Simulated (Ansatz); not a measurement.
# Elastic-constant calculation, with input and output: Nb

System: Nb (Im-3m, 1 atom in the cell).
Method: DFT, LDA, PAW with Ansatz's default frozen-core files, scalar-relativistic; elastic constants from stresses of strained cells, no spin polarisation (Ansatz 0.2.0).

The structure derives from an entry of the Crystallography Open Database. It belongs to a series of runs on one base structure; here: under 15 GPa.

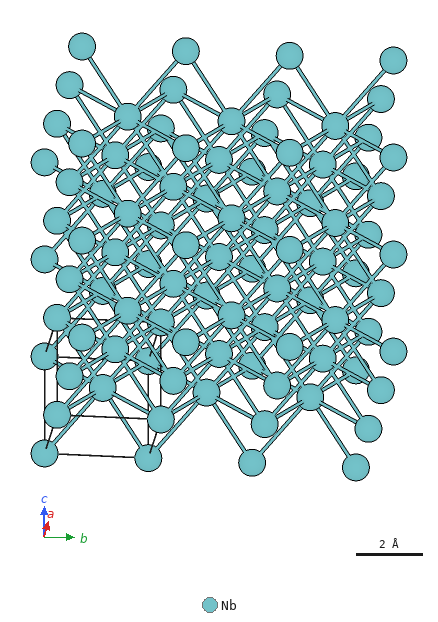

**Figure 1.** The input geometry (ball-and-stick view of the cell 2 times as large as that of the calculation, set on its symmetry axes, repeated 3 × 3 × 3, seen at an oblique angle). Near neighbours in the crystal (not all of them lie inside the picture): Nb has 8 Nb at 2.75 Å.

### Results in brief

- outcome: converged
- space group (tolerance 0.01 Å): Im-3m (229)
- electrons treated: 13
- free energy: −4442.5623 eV
- Fermi energy: 20.116 eV
- pressure: 14.99 GPa
- largest force (length of the vector): under 0.001 eV/Å
- hardware: 1 thread of Intel Xeon (Granite Rapids), 64 GiB of memory available, shared host
- wall time: 33 s
- peak memory: 0.66 GiB

### Remarks

The cell is under a pressure of 15.0 GPa at this level, so it is not at its equilibrium volume.

### Input
```yaml
crystal:
  lattice:
    - [-1.58688110159, 1.58688110159, 1.58688110159]
    - [1.58688110159, -1.58688110159, 1.58688110159]
    - [1.58688110159, 1.58688110159, -1.58688110159]
  atoms:
    - { symbol: Nb, position: [0.0, 0.0, 0.0] }
kpoints:
  mp_grid: { grid: [24, 24, 24] }
scf:
  occupations: { method: fermi_dirac, width: 0.08 }
hamiltonian:
  xc: lda
  pseudopotentials: { kind: paw }
elastic:
  mode: relaxed_ion
  stencil: two_point
  amplitude: 0.005
```

Run as:
```bash
ansatz run input.yaml --threads 1 --pin off --max-ram 3072MiB --backend cpu --events-out ev --progress --plain --runs-dir out
```

### Output
```
Engine: ansatz 0.2.0, x86_64-unknown-linux-gnu
Pseudopotentials: kind: paw
Pseudopotential: Nb, paw, valence charge 13, recommended cutoff 420 eV (normal), Nb.paw.azcp
Functional definition: SPW92
  exchange = slater_x
  correlation = pw_c
Crystal: 1 atoms, lattice volume = 15.984 Å³
Basis set: ecut = 420 eV, 321 PW (Γ)
Bands: 11, of which v1, the nominal top of the filled ones, is band 7 counted from 1 (6 counted from 0)
Symmetry: 48 space group operations
Space group: Im-3m (ITA 229), of the structure as read, at distance tolerance 2.5e-5 Å
k-points: 413 of 13824
Non-local potential: Nb, projectors of the file, l = 0: 3, l = 1: 2, l = 2: 2, l = 3: 1
PAW form: soft (Blöchl's): semilocal exchange-correlation on the pseudo side does not see the compensation charge
PAW frozen core: Nb, regenerated for the run's functional, and the local potential with it (the file was generated under x = pbe(κ = 0.804, μ = 0.2195149727645171), c = pbe(β = 0.06672455060314922))
PAW one-centre angular grid: Nb, 590 points (default); XC on 64 Gauss nodes
Initial density: superposition of atomic densities (neutral atoms: chi_scale 0, normalization atom), corrected by the library's trained network
Initial wavefunctions: pseudopotential atomic-orbital guess
Functional: x = slater, c = lda
SCF iter   1: F=—  HF=-4442.562756 eV  |F-HF|=—  |Δ(HF+E_count)|=         —  Δρ=7.14e-3  dr2=2.15e-3  ethr=1.77e-3  ⟨swp⟩=5.0  Hψ=26735  notcnv=0
preconditioner: auto → none  [metal: Δε(μ)=0.013 eV  Ē_g=8.538 eV  σ=0.080 eV  W_gap=0.04  n_scr=0 (ndim 8)  ℏωp=20.8 eV  f_vac=0.000  D(μ)=1.27/eV (n_scr^D=12)]
SCF iter   2: F=—  HF=-4442.562366 eV  |F-HF|=—  |Δ(HF+E_count)|=   3.91e-4  Δρ=3.41e-3  dr2=4.41e-4  ethr=1.66e-5  ⟨swp⟩=1.7  Hψ=8400  notcnv=0
SCF iter   3: F=—  HF=-4442.562296 eV  |F-HF|=—  |Δ(HF+E_count)|=   7.01e-5  Δρ=4.06e-4  dr2=1.74e-5  ethr=3.39e-6  ⟨swp⟩=2.0  Hψ=6394  notcnv=0
SCF iter   4: F=—  HF=-4442.562289 eV  |F-HF|=—  |Δ(HF+E_count)|=   6.77e-6  Δρ=9.80e-5  dr2=6.11e-7  ethr=1.34e-7  ⟨swp⟩=2.0  Hψ=6469  notcnv=0
SCF iter   5: F=—  HF=-4442.562289 eV  |F-HF|=—  |Δ(HF+E_count)|=   1.13e-7  Δρ=3.30e-5  dr2=7.71e-8  ethr=4.70e-9  ⟨swp⟩=2.2  Hψ=7123  notcnv=0
SCF iter   6: F=—  HF=-4442.562289 eV  |F-HF|=—  |Δ(HF+E_count)|=   3.45e-8  Δρ=8.45e-6  dr2=4.77e-9  ethr=5.93e-10  ⟨swp⟩=2.2  Hψ=7239  notcnv=0
SCF iter   7: F=—  HF=-4442.562289 eV  |F-HF|=—  |Δ(HF+E_count)|=   2.29e-9  Δρ=5.71e-7  dr2=2.33e-11  ethr=3.67e-11  ⟨swp⟩=2.0  Hψ=7122  notcnv=0
SCF iter   8: F=-4442.562289 eV  HF=-4442.562289 eV  |F-HF|=1.82e-12  |Δ(HF+E_count)|=  1.00e-11  Δρ=1.94e-8  dr2=3.07e-14  ethr=1.00e-12  ⟨swp⟩=3.3  Hψ=19374  notcnv=0
SCF 1 converged in 8 iterations: F = -4442.562289 eV  dr2 = 3.07e-14
  greatest PAW one-centre occupation: 0.997 electrons in one spin orbital (limit 2), on the Nb atom at site 0 (counted from 0), in its partial waves of l = 0
Crystal: 1 atoms, lattice volume = 15.904 Å³
Symmetry: 16 space group operations
k-points: 1063 of 13824
Initial density: handed on by an earlier stage of this run
Initial wavefunctions: those handed on with the density
iter 1 solved again at ethr=3.01e-7 eV; its pass at ethr=3.10e-3 eV (dr2=3.92e-5 eV) is discarded
SCF iter   1: F=—  HF=-4442.554379 eV  |F-HF|=—  |Δ(HF+E_count)|=         —  Δρ=5.55e-4  dr2=1.93e-5  ethr=3.01e-7  ⟨swp⟩=2.1  Hψ=83631  notcnv=0  defer=52
preconditioner: auto → none  [metal: Δε(μ)=0.001 eV  Ē_g=8.572 eV  σ=0.080 eV  W_gap=0.00  n_scr=0 (ndim 8)  ℏωp=20.8 eV  f_vac=0.000  D(μ)=1.27/eV (n_scr^D=12)]
SCF iter   2: F=—  HF=-4442.554377 eV  |F-HF|=—  |Δ(HF+E_count)|=   2.25e-6  Δρ=2.50e-4  dr2=3.49e-6  ethr=1.48e-7  ⟨swp⟩=1.0  Hψ=11622  notcnv=0  defer=52
SCF iter   3: F=—  HF=-4442.554377 eV  |F-HF|=—  |Δ(HF+E_count)|=   1.54e-7  Δρ=3.51e-5  dr2=1.22e-7  ethr=2.68e-8  ⟨swp⟩=1.0  Hψ=11622  notcnv=0  defer=52
SCF iter   4: F=—  HF=-4442.554376 eV  |F-HF|=—  |Δ(HF+E_count)|=   1.23e-7  Δρ=3.94e-6  dr2=6.57e-10  ethr=9.41e-10  ⟨swp⟩=2.0  Hψ=17121  notcnv=0  defer=52
SCF iter   5: F=—  HF=-4442.554376 eV  |F-HF|=—  |Δ(HF+E_count)|=  1.31e-10  Δρ=8.09e-7  dr2=2.43e-11  ethr=5.05e-12  ⟨swp⟩=2.2  Hψ=16033  notcnv=0  defer=52
SCF iter   6: F=—  HF=-4442.554376 eV  |F-HF|=—  |Δ(HF+E_count)|=  7.28e-12  Δρ=3.91e-8  dr2=1.64e-13  ethr=1.87e-13 (applied; sched 1.00e-12)  ⟨swp⟩=1.0  Hψ=11623  notcnv=0  defer=67
SCF iter   7: F=-4442.554376 eV  HF=-4442.554376 eV  |F-HF|=9.09e-13  |Δ(HF+E_count)|=  9.09e-13  Δρ=3.23e-9  dr2=1.05e-15  ethr=1.00e-12  ⟨swp⟩=4.0  Hψ=32722  notcnv=0
SCF 2 converged in 7 iterations: F = -4442.554376 eV  dr2 = 1.05e-15
Crystal: 1 atoms, lattice volume = 16.064 Å³
iter 1 solved again at ethr=3.05e-10 eV; its pass at ethr=3.10e-3 eV (dr2=3.96e-8 eV) is discarded
SCF iter   1: F=—  HF=-4442.569337 eV  |F-HF|=—  |Δ(HF+E_count)|=         —  Δρ=2.20e-5  dr2=3.99e-8  ethr=3.05e-10  ⟨swp⟩=2.3  Hψ=80753  notcnv=0  defer=45
preconditioner: auto → none  [metal: Δε(μ)=0.003 eV  Ē_g=8.492 eV  σ=0.080 eV  W_gap=0.01  n_scr=0 (ndim 8)  ℏωp=20.7 eV  f_vac=0.000  D(μ)=1.28/eV (n_scr^D=12)]
SCF iter   2: F=—  HF=-4442.569337 eV  |F-HF|=—  |Δ(HF+E_count)|=   1.25e-8  Δρ=8.60e-6  dr2=4.37e-9  ethr=3.05e-10  ⟨swp⟩=2.5  Hψ=16873  notcnv=0  defer=45
SCF iter   3: F=—  HF=-4442.569337 eV  |F-HF|=—  |Δ(HF+E_count)|=   1.10e-9  Δρ=1.55e-6  dr2=1.43e-10  ethr=3.36e-11  ⟨swp⟩=1.0  Hψ=11628  notcnv=0  defer=45
SCF iter   4: F=—  HF=-4442.569337 eV  |F-HF|=—  |Δ(HF+E_count)|=  1.64e-11  Δρ=2.05e-7  dr2=1.67e-12  ethr=1.10e-12  ⟨swp⟩=1.9  Hψ=14413  notcnv=0  defer=45
SCF iter   5: F=-4442.569337 eV  HF=-4442.569337 eV  |F-HF|=0.00e0  |Δ(HF+E_count)|=    0.00e0  Δρ=3.48e-8  dr2=5.36e-14  ethr=1.00e-12  ⟨swp⟩=4.0  Hψ=37111  notcnv=0
SCF 3 converged in 5 iterations: F = -4442.569337 eV  dr2 = 5.36e-14
Symmetry: 8 space group operations
k-points: 1963 of 13824
iter 1 solved again at ethr=1.74e-7 eV; its pass at ethr=3.10e-3 eV (dr2=2.26e-5 eV) is discarded
SCF iter   1: F=—  HF=-4442.562277 eV  |F-HF|=—  |Δ(HF+E_count)|=         —  Δρ=6.68e-4  dr2=4.38e-5  ethr=1.74e-7  ⟨swp⟩=2.1  Hψ=151187  notcnv=0  defer=78
eigensolver tolerance schedule calibrated: the retry pair's looser diagonalisation under-reported the residual by θ = 0.48 (0.11/decade); ethr = c·dr2/N_el runs at the constant in force after the calibration composes with the one it found (an armed cap, an earlier calibration), c = 7.7e-2
preconditioner: auto → none  [metal: Δε(μ)=0.001 eV  Ē_g=8.535 eV  σ=0.080 eV  W_gap=0.00  n_scr=0 (ndim 8)  ℏωp=20.8 eV  f_vac=0.000  D(μ)=1.28/eV (n_scr^D=12)]
SCF iter   2: F=—  HF=-4442.562262 eV  |F-HF|=—  |Δ(HF+E_count)|=   1.47e-5  Δρ=2.37e-4  dr2=3.42e-6  ethr=1.74e-7  ⟨swp⟩=2.6  Hψ=33198  notcnv=0  defer=78
SCF iter   3: F=—  HF=-4442.562262 eV  |F-HF|=—  |Δ(HF+E_count)|=   7.68e-7  Δρ=5.42e-5  dr2=1.40e-7  ethr=2.04e-8  ⟨swp⟩=1.0  Hψ=21641  notcnv=0  defer=78
SCF iter   4: F=—  HF=-4442.562262 eV  |F-HF|=—  |Δ(HF+E_count)|=   2.93e-8  Δρ=1.53e-6  dr2=1.02e-10  ethr=8.34e-10  ⟨swp⟩=1.0  Hψ=21562  notcnv=0  defer=78
SCF iter   5: F=—  HF=-4442.562262 eV  |F-HF|=—  |Δ(HF+E_count)|=  2.73e-12  Δρ=4.21e-7  dr2=1.64e-11  ethr=6.09e-13 (applied; sched 1.00e-12)  ⟨swp⟩=2.0  Hψ=34747  notcnv=0  defer=86
SCF iter   6: F=—  HF=-4442.562262 eV  |F-HF|=—  |Δ(HF+E_count)|=  5.46e-12  Δρ=1.11e-7  dr2=5.25e-13  ethr=9.79e-14 (applied; sched 1.00e-12)  ⟨swp⟩=2.0  Hψ=31375  notcnv=0  defer=107
SCF iter   7: F=-4442.562262 eV  HF=-4442.562262 eV  |F-HF|=1.82e-12  |Δ(HF+E_count)|=  2.73e-12  Δρ=1.51e-8  dr2=3.62e-14  ethr=1.00e-12  ⟨swp⟩=4.0  Hψ=60773  notcnv=0
SCF 4 converged in 7 iterations: F = -4442.562262 eV  dr2 = 3.62e-14
iter 1 solved again at ethr=2.47e-10 eV; its pass at ethr=3.10e-3 eV (dr2=3.22e-8 eV) is discarded
SCF iter   1: F=—  HF=-4442.562262 eV  |F-HF|=—  |Δ(HF+E_count)|=         —  Δρ=1.73e-5  dr2=3.16e-8  ethr=2.47e-10  ⟨swp⟩=2.3  Hψ=148132  notcnv=0  defer=64
preconditioner: auto → none  [metal: Δε(μ)=0.002 eV  Ē_g=8.534 eV  σ=0.080 eV  W_gap=0.01  n_scr=0 (ndim 8)  ℏωp=20.8 eV  f_vac=0.000  D(μ)=1.28/eV (n_scr^D=12)]
SCF iter   2: F=—  HF=-4442.562262 eV  |F-HF|=—  |Δ(HF+E_count)|=   8.57e-9  Δρ=7.00e-6  dr2=3.78e-9  ethr=2.43e-10  ⟨swp⟩=2.0  Hψ=26474  notcnv=0  defer=64
SCF iter   3: F=—  HF=-4442.562262 eV  |F-HF|=—  |Δ(HF+E_count)|=  6.97e-10  Δρ=1.23e-6  dr2=1.14e-10  ethr=2.91e-11  ⟨swp⟩=1.0  Hψ=21483  notcnv=0  defer=64
SCF iter   4: F=—  HF=-4442.562262 eV  |F-HF|=—  |Δ(HF+E_count)|=  1.73e-11  Δρ=2.27e-7  dr2=2.56e-12  ethr=8.74e-13 (applied; sched 1.00e-12)  ⟨swp⟩=2.9  Hψ=34284  notcnv=0  defer=72
SCF iter   5: F=-4442.562262 eV  HF=-4442.562262 eV  |F-HF|=1.82e-12  |Δ(HF+E_count)|=  9.09e-13  Δρ=3.83e-8  dr2=5.42e-14  ethr=1.00e-12  ⟨swp⟩=2.7  Hψ=77299  notcnv=0
SCF 5 converged in 5 iterations: F = -4442.562262 eV  dr2 = 5.42e-14
SCF converged after 8 iterations
Free energy (F): -4442.562289 eV
Harris-Foulkes:  -4442.562289 eV  (|F-HF|=1.82e-12)
Internal energy: -4442.535233 eV  (E = F + TS)
E sigma→0 (E₀):  -4442.548761 eV
Entropy (-TS):   -0.027056 eV (-27.056 meV/atom)
Fermi energy:    20.116108 eV
--- Per-component energies (eV) ---
  E_band       = -36.192514
  E_kinetic    = 400.758861
  E_local      = -628.416322  (includes V_loc(G=0)·N_el)
  E_nonlocal   = 125.441381
  E_hartree    = 196.515746
  E_xc         = -176.327859
  E_vxc        = -215.119206  (∫ρ·V_xc dr)
  E_paw        = -2965.708412  (= ΣΔE_a)
  E_vpaw       = -111.888722  (= ΣTr[D̂ρ^β])
  E_aug_tail   = 0.000006  (compensation charges beyond the density's cutoff)
  E_ewald      = -1395.224329
  E_core_change = 0.425694  (= ΣΔE_core)
  E_smearing   = -0.027056  (= −TS)
  E_closure    = 0.000000  (closes the sum)
  Σ components = -4442.562289   (vs F -4442.562289, Δ=0.00e0)
--- Forces (eV/Å), atoms counted from 1 ---
  atom   1  Nb     0.00000000    -0.00000000    -0.00000000
  max |Σ_I F_I| component: 7.40e-32 eV/Å
--- Stress (GPa, compression-positive) ---
       14.991383      -0.000000      -0.000000
       -0.000000      14.991383      -0.000000
        0.000000      -0.000000      14.991383
  P = ⅓ Tr σ = 14.9914 GPa (149.914 kbar)
--- Band table (eV; the first three rows and the last of 413) ---
  k-point 0: bands = ["-34.0141", "-9.0535", "-9.0535", "-9.0535", "14.0142", "20.3804", "20.3804", "20.3804", "23.6992", "23.6992", "34.5448"]
  k-point 1: bands = ["-34.0076", "-9.0906", "-9.0644", "-9.0539", "14.0980", "20.3265", "20.3692", "20.4613", "23.6077", "23.6978", "34.6194"]
  k-point 2: bands = ["-33.9883", "-9.1984", "-9.0964", "-9.0551", "14.3417", "20.1728", "20.3264", "20.7021", "23.3838", "23.6969", "34.8257"]
  k-point 412: bands = ["-33.3422", "-10.3783", "-10.3783", "-10.3783", "15.6060", "15.6060", "26.5773", "26.5773", "26.5773", "30.2351", "30.2351"]
--- Elastic constants: 2 strain directions × 2 members + reference (group order 48) ---
  dense FFT box of the reference and of every strained cell: 20×20×20
  strains applied: 11, 23; error gains: componentwise 1.00 (the most a stress slope's error grows in a printed constant), spectral 1.73 (1 for all six strains in a standard setting)
  C = ∂σ_k/∂η_j (tension-positive GPa; Voigt order 11 22 33 23 13 12):
       346.474    194.151    194.151     -0.000      0.000      0.000
       194.151    346.474    194.151     -0.000      0.000     -0.000
       194.151    194.151    346.474     -0.000     -0.000      0.000
         0.000     -0.000     -0.000     14.464     -0.000     -0.000
        -0.000     -0.000     -0.000      0.000     14.464     -0.000
        -0.000      0.000     -0.000     -0.000      0.000     14.464
  reference stress σ⁰ (GPa):    -14.991    -14.991    -14.991      0.000      0.000      0.000
  C* (energy form; C + prestress term) asymmetry max|C*_kj − C*_jk| = 1.705e-13 GPa — a small one proves nothing (zero by symmetry where the batch's group is 432, −43m or m−3m); a large one is finite-difference/SCF noise where every solve meets its electron count
  moduli (Voigt/Reuss/Hill, GPa): K = 244.93/244.93/244.93   G = 39.14/21.40/30.27   E = 87.22   ν = 0.441
  mechanically stable: yes (min eigenvalue of sym C = 14.46 GPa)
  strain η (Voigt 11):  stress-route row diagonal C_11 = 346.47 GPa, energy-path curvature d²(F+E_count+ΔE)/dδ²/Ω₀ = 346.53 GPa
         δ    σ_11 (GPa)             F (eV)   n_scf  n_hpsi   n_pw
    -5.000e-3     -16.7367       -4442.5543765       7  197642    325   relax 0 steps, max|allowed force component| 0.00e0 eV/Å
     5.000e-3     -13.2719       -4442.5693369       5  174140    329   relax 0 steps, max|allowed force component| 0.00e0 eV/Å
  strain η (Voigt 23):  stress-route row diagonal C_44 = 14.46 GPa, energy-path curvature d²(F+E_count+ΔE)/dδ²/Ω₀ = 21.98 GPa
         δ    σ_23 (GPa)             F (eV)   n_scf  n_hpsi   n_pw
    -5.000e-3      -0.0723       -4442.5622616       7  379045    326   relax 0 steps, max|allowed force component| 0.00e0 eV/Å
     5.000e-3       0.0723       -4442.5622616       5  332260    326   relax 0 steps, max|allowed force component| 0.00e0 eV/Å
```

### File elastic.tsv
```
# convention: tension-positive GPa; Voigt order 11 22 33 23 13 12; engineering shear strains; stresses and constants hold the Pulay correction, whose part of sigma0, of c and of each member's stress the lines and columns named pulay_correction_..._gpa give (of
# sigma0_gpa = -1.4991383392e1 -1.4991383392e1 -1.4991383392e1 9.7276669688e-16 1.3896667098e-16 5.5586668393e-16
# pulay_correction_sigma0_gpa = -1.9817654757e-2 -1.9817654757e-2 -1.9817654757e-2 -4.0995620305e-20 4.2409262385e-21 -0.0000000000e0
# c_energy_asymmetry_gpa = 1.7053025658e-13
# group_order = 48
# error_gain_componentwise = 1.0000000000e0	error_gain_spectral = 1.7320508076e0
# k_voigt_gpa = 2.4492540370e2	k_reuss_gpa = 2.4492540370e2	k_hill_gpa = 2.4492540370e2
# g_voigt_gpa = 3.9142871105e1	g_reuss_gpa = 2.1397422551e1	g_hill_gpa = 3.0270146828e1
# youngs_gpa = 8.7217396301e1	poisson = 4.4065036743e-1
# min_eigenvalue_gpa = 1.4463898630e1	stable = true
# k	c_k1_gpa	c_k2_gpa	c_k3_gpa	c_k4_gpa	c_k5_gpa	c_k6_gpa	c_energy_k1_gpa	c_energy_k2_gpa	c_energy_k3_gpa	c_energy_k4_gpa	c_energy_k5_gpa	c_energy_k6_gpa	pulay_correction_c_k1_gpa	pulay_correction_c_k2_gpa	pulay_correction_c_k3_gpa	pulay_correction_c_k4_gpa	pu
```
